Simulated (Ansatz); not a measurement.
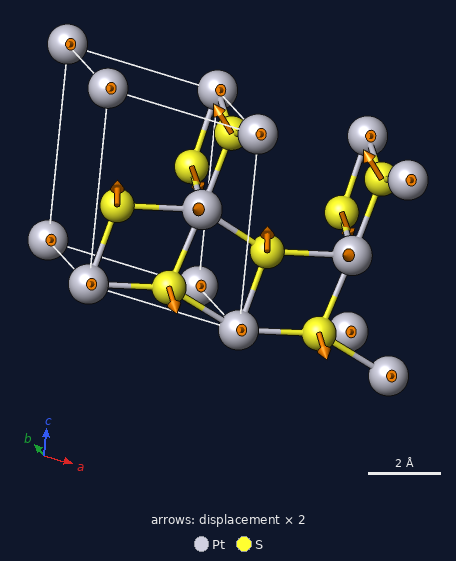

This is a relaxation of a crystal of PtS2 (built on the anatase type). The starting structure is drawn; orange arrows show the displacements (the part carried along by the change of the cell is left out), 2 times their true length.

A ball-and-stick model of the cell of the calculation, reduced to other axes, repeated 2 × 1 × 1 with one cell outlined, seen slightly off an axis. Lengths and directions refer to the drawn axes.

Case: shaken.

These are results of DFT, PBEsol, plane waves, PAW in Ansatz, not measurements. Settings: plane-wave cutoff 420 eV; k-point mesh 6 × 6 × 6; occupations fermi dirac; smearing width 0.05 eV; no spin polarisation; cell and atoms relaxed; force threshold 0.01 eV/Å; at most 120 steps.

**Describe the change and its energy.**

The atom that moves furthest relative to the cell is an S atom (0.51 Å along [−2 2 3]). Largest moves by element: S 0.51 Å, Pt 0.26 Å. Cell: a 4.614 → 4.663 Å (+1.0 %), b 4.618 → 4.739 Å (+2.6 %), c 6.685 → 6.122 Å (−8.4 %), α 109.5° → 117.9°, β 109.4° → 105.8°, γ 90.1° → 93.0°. Volume −10.5 %. Among the contacts that change: S–S 3.536 → 2.714 Å, S–S 3.378 → 2.714 Å, S–S 2.791 → 3.319 Å, Pt–S 2.312 → 2.478 Å. Bond angles that change, for instance: S–Pt–S 94.3° → 122.5°, S–Pt–S 95.3° → 122.5°, S–Pt–S 92.7° → 65.9°. The space group (tolerance 0.01 Å) goes from P1 (No. 1) to P-1 (No. 2). The energy falls by 105 meV per atom in 16 accepted moves (18 points after the start). Largest force component: 0.8 eV/Å at the start, 0.0025 eV/Å at the end. The pressure goes from 1.42 to 0.00 GPa. The SCF was repeated twice at an unchanged geometry on a basis and grid sized afresh for the cell, which shifted the energy by 0.2 meV per atom at most.
